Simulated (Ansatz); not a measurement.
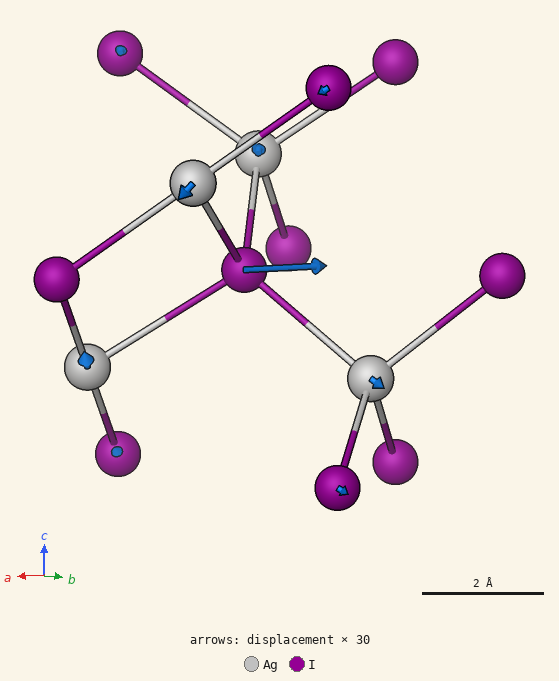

This is a relaxation of a defect cell of composition Ag16I17 (cell charge −1). The starting structure is drawn; blue arrows show the displacements, 30 times their true length.

A ball-and-stick model of the atoms within 5.0 Å of the atom that moves most (axes of the conventional cell (2 times the calculation's cell)), seen from a free direction. Lengths and directions refer to the drawn axes.

Case: I interstitial, charge -1, atoms relaxed at the host's cell.

Level of theory: DFT PBE, scalar-relativistic, plane waves, PAW in Ansatz 0.2.0. Set-up: plane-wave cutoff 420 eV; k-point mesh 2 × 2 × 2; occupations gaussian; smearing width 0.01 eV; mesh shifted by (0.5, 0.5, 0.5); no spin polarisation; atoms relaxed in a fixed cell; force threshold 0.025 eV/Å; at most 45 steps.

Atoms of which element are displaced furthest, and by how much?

Answer. Iodine: up to 0.054 Å, against 0.013 Å for silver.

Describe the change and its energy.

Answer. The largest moves, 0.054 Å, are those of I atoms. By element the largest moves are I 0.054 Å, Ag 0.013 Å. The cell stays as it was. Among the contacts that change: Ag–I 3.081 → 3.113 Å, Ag–I 2.820 → 2.804 Å, Ag–I 2.834 → 2.821 Å, Ag–I 2.812 → 2.818 Å. Over 2 accepted moves (3 points after the start) the energy falls by 27.8 meV per cell of the calculation. Largest force component: 0.19 eV/Å at the start, 0.0033 eV/Å at the end. 1 step only repeated the SCF at the same geometry.

Limits of the set-up: the cell is charged, on a uniform background, and energies carry no finite-size correction.
